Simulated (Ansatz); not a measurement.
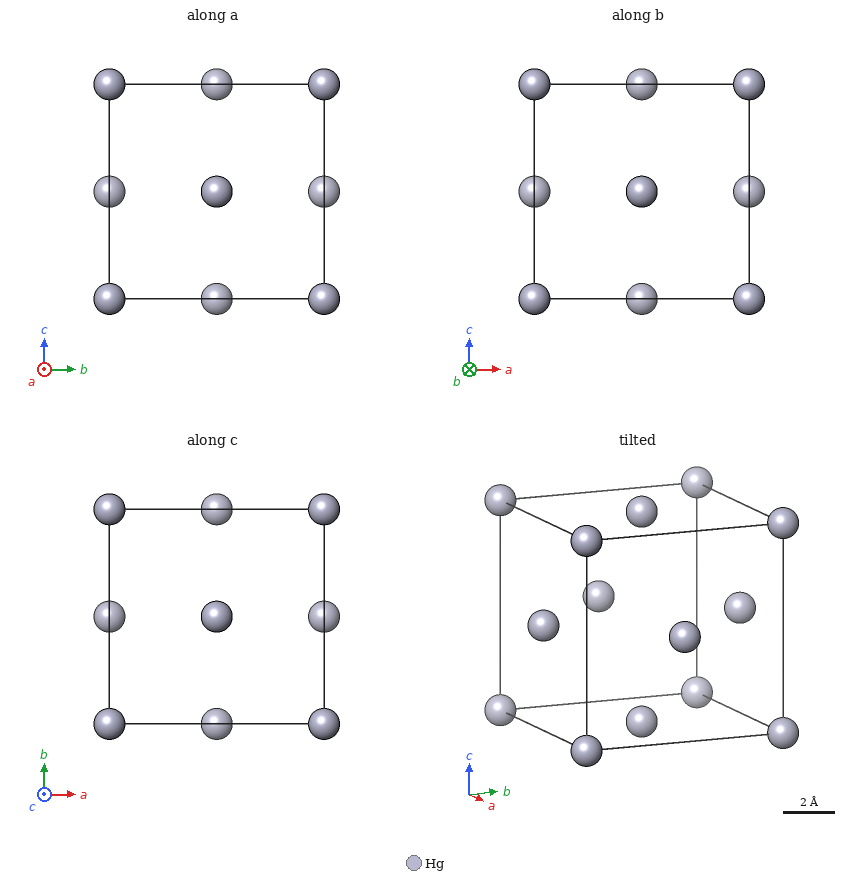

The crystal in a spheres-only representation, seen along the a axis, along the b axis, along the c axis and slightly off an axis. The frame is the conventional unit cell; atoms at its boundary are shown with their periodic copies.

Lattice parameters: a = 8.506 Å, b = 8.506 Å, c = 8.506 Å, α = 90.00°, β = 90.00°, γ = 90.00°. Put a along x and b in the xy plane.

> Record the structure as a POSCAR file.

```
Hg
1.0
     8.506    0.000    0.000
     0.000    8.506    0.000
     0.000    0.000    8.506
Hg
4
Direct
  0.0000 0.0000 0.0000
  0.0000 0.5000 0.5000
  0.5000 0.0000 0.5000
  0.5000 0.5000 0.0000
```

Provenance: a structure type filled with this element by a generator (whether the element takes this form wasn't checked). Earlier steps of the study may have refined or changed the cell and positions. An electronic-structure calculation with Ansatz was run on it.
